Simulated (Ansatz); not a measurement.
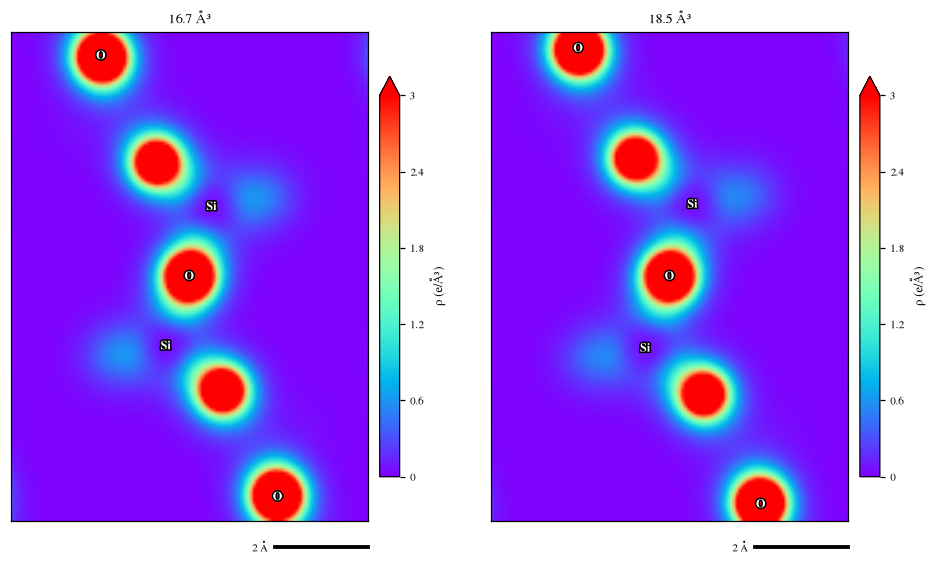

SiO2. The valence pseudo-density of cells scaled evenly to different volumes (given per atom above each panel), on the (011) plane of each (indices in the axes of the cell below), at one length scale and on one colour scale.

A structure from a database of computed crystals, not necessarily the ambient phase.

Computed with Kohn-Sham DFT of a periodic cell, PBE, Ansatz PAW (Ansatz 0.2.0).

In a PAW calculation such maps are meaningful between the atoms, not at the nuclei.

The largest cell:

```
Si O
1.0
    -4.55975    4.55975    2.66299
     4.55975   -4.55975    2.66299
     4.55975    4.55975   -2.66299
Si O
4 8
Direct
  0.82311 0.82311 0.64622
  0.17689 0.82311 0.00000
  0.82311 0.17689 0.00000
  0.17689 0.17689 0.35378
  0.00000 0.79145 0.79145
  0.20855 0.00000 0.20855
  0.79145 0.00000 0.79145
  0.00000 0.20855 0.20855
  0.00000 0.00000 0.50000
  0.50000 0.00000 0.00000
  0.00000 0.50000 0.00000
  0.50000 0.50000 0.50000
```

| volume (Å³/atom) | Si–O contact in the plane (Å) | ρ at its midpoint (e/Å³) | pressure (GPa) | gap on the mesh (eV) | 
| --- | --- | --- | --- | --- |
| 16.71 | 1.579 | 1.318 | 10.4 | 5.56 | 
| 17.06 | 1.589 | ? | ? | ? | 
| 18.46 | 1.632 | 1.185 | −4.3 | 5.20 | 

What values belong in the row with question marks?

Answer. Over the known rows ln ρ falls by 2.01 per Å of Si–O distance (the line through the two), which gives 1.292 e/Å³ at 1.589 Å; the calculation gives 1.289 e/Å³. For the pressure, a straight line in volume between the neighbouring rows gives 7.5 GPa; the calculation gives 6.9, lower because pressure rises ever faster on compression. For the gap on the mesh, a straight line in volume between the neighbouring rows gives 5.49 eV; the calculation gives 5.51.
